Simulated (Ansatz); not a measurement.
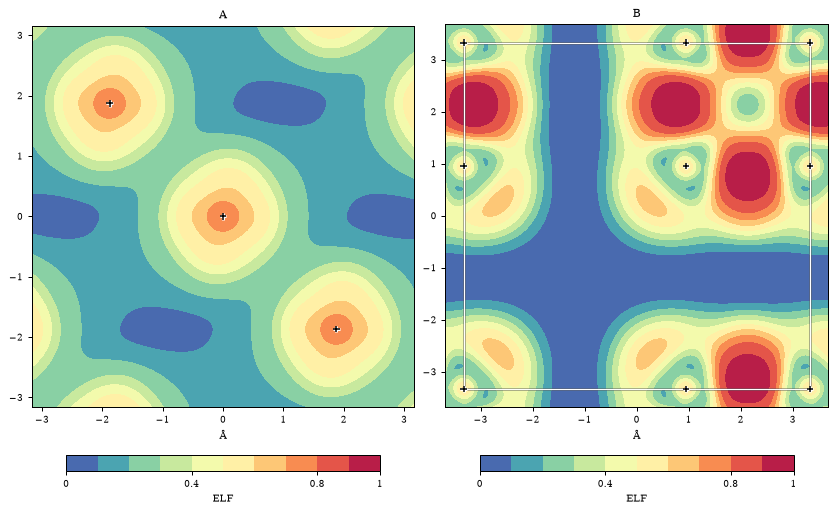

The electron localisation function of 2 systems, each on a plane through atoms (crosses mark nuclei in the plane).

Computed with Ansatz, DFT r2SCAN, scalar-relativistic, plane waves, PAW.

System 1: Au, the (110) plane of the conventional cell. Space group R-3m; computed pressure about 18 GPa in this cell; computed without spin polarisation.

```xyz
3
Lattice="2.2929 0.0000 -2.2929 -2.2929 2.2929 0.0000 3.2559 3.2559 3.2559" Properties=species:S:1:pos:R:3 pbc="T T T"
Au    0.0000    0.0000    0.0000
Au    1.8496    1.8496   -0.4433
Au    1.4063    3.6992    1.4063
```

System 2: Si, the (001) plane of the conventional cell. Space group I4/mmm; a structure from a database of computed crystals, not necessarily the ambient phase.

```yaml
crystal:
  lattice:
    - [6.65466, 0.00000, 0.00000]
    - [0.00000, 6.65466, 0.00000]
    - [0.00000, 0.00000, 3.84376]
  atoms:
    - { symbol: Si, position: [0.17875, 0.17875, 0.00000] }
    - { symbol: Si, position: [0.67875, 0.67875, 0.50000] }
    - { symbol: Si, position: [0.32125, 0.32125, 0.50000] }
    - { symbol: Si, position: [0.82125, 0.82125, 0.00000] }
    - { symbol: Si, position: [0.82125, 0.17875, 0.00000] }
    - { symbol: Si, position: [0.32125, 0.67875, 0.50000] }
    - { symbol: Si, position: [0.17875, 0.82125, 0.00000] }
    - { symbol: Si, position: [0.67875, 0.32125, 0.50000] }
```

Which map belongs to which system?

Answer. Panel A is system 1, Au: the plane holds Au. Au–Au (2.65 Å): the ELF is about 0.25 at the midpoint: no localised pair shows between them. Panel B is system 2, Si: the plane holds Si.
